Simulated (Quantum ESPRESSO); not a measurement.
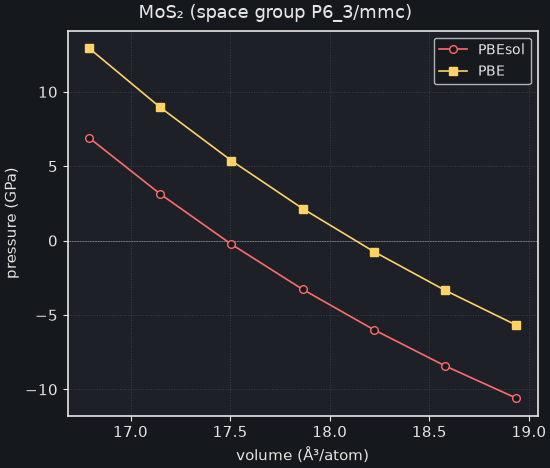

Computed with Quantum ESPRESSO 7.5: plane-wave DFT, no spin polarisation; energies at scaled volumes of the given cell, shape and fractions fixed, counted from the fit's minimum, third-order Birch-Murnaghan fit. All runs: no spin polarisation.

- k mesh: 10×10×3
- occupations: Fermi–Dirac
- smearing width: 0.05 eV

Caption: Pressure against volume, with one curve for each functional, for MoS₂ (space group P6_3/mmc).

Settings that differ: PBEsol: density cutoff 4900 eV, wave cutoff 612 eV, potentials GBRV-1.5-PBEsol; PBE: density cutoff 3810 eV, wave cutoff 952 eV, potentials SG15-PBE-1.2.

The fitted equilibrium volumes, smallest first, are PBEsol 17.495, PBE 18.132 Å³/atom. The fitted bulk moduli, smallest first, are PBE 142.9, PBEsol 157.4 GPa. For PBEsol, the pressure falls from 6.91 GPa at volume 16.79 Å³/atom to −10.59 GPa at 18.94 Å³/atom, and changes sign near 17.48 Å³/atom. For PBE, the pressure falls from 12.93 GPa at volume 16.79 Å³/atom to −5.68 GPa at 18.94 Å³/atom, and changes sign near 18.13 Å³/atom.

Keep in mind: shape and atomic fractions are frozen while scaling, which makes layered, chain and framework solids too stiff.
